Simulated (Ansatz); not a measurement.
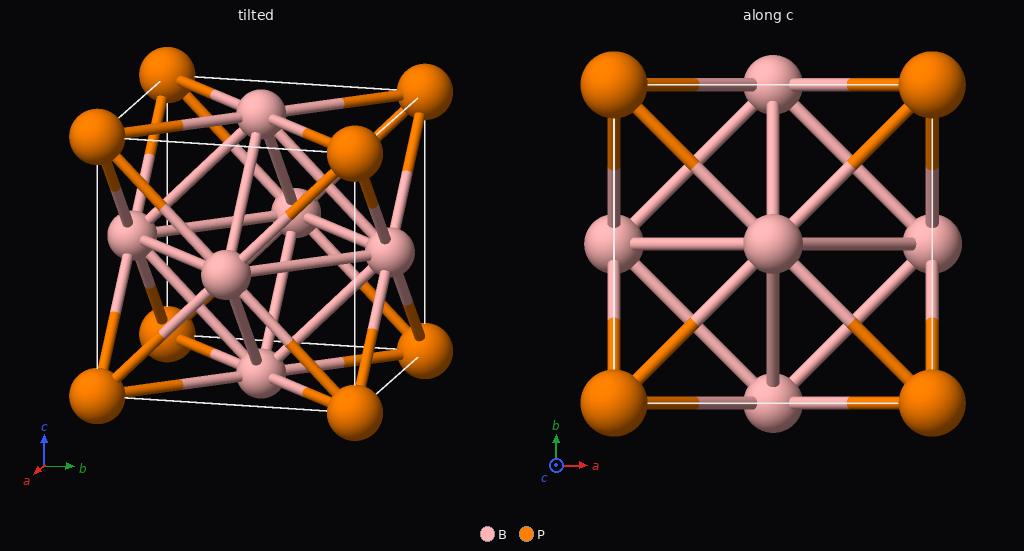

Ball-and-stick model, viewed slightly off an axis and along the c axis. The edges of the conventional unit cell are marked. Cell: a = 3.14 Å, b = 3.14 Å, c = 3.14 Å, α = 90.00°, β = 90.00°, γ = 90.00°.

The cell started as a structure type filled with these elements by a generator (whether the compound takes this form wasn't checked). Earlier steps of the study may have refined or changed the cell and positions. It went into a calculation with Ansatz.

### In words:

Formula: B₃P. The lattice is primitive cubic and the space group Pm-3m (No. 221). In terms of structure types, this is Cu₃Au (L1₂) type. The cell has 4 atoms, namely 3 B, 1 P. B is coordinated by eight B and four P in a cuboctahedral arrangement (about 2.2 Å to B, 2.2 Å to P). P is linked to twelve B in a cuboctahedral arrangement at about 2.2 Å. The bonds build a three-dimensional framework.

Method used: DFT PBE, scalar-relativistic, plane waves, PAW (Ansatz). It ran with a cutoff energy of 420 eV, a 14×14×14 k-point grid, Gaussian smearing of 0.1 eV, no spin polarisation.

### How large a gap does the method give, if there is one?

A metal: bands cross the Fermi level.

### List the Bader charges.

B +0.06 e; P -0.17 e.

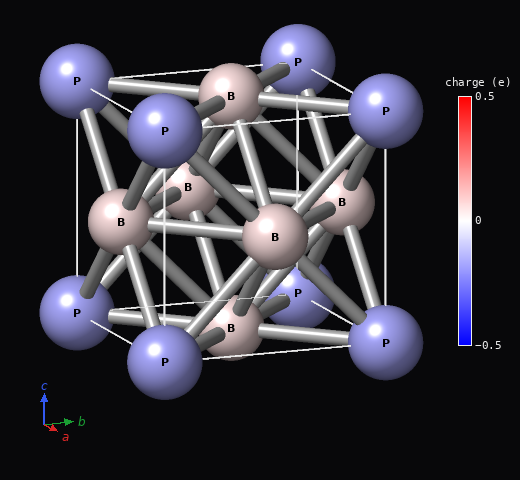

The atoms coloured by those charges. The run's cell of 4 atoms is drawn.

### Is the structure in equilibrium?

Yes. All forces vanish to within 0.01 eV/Å. The pressure is 0.0 GPa, close to zero.
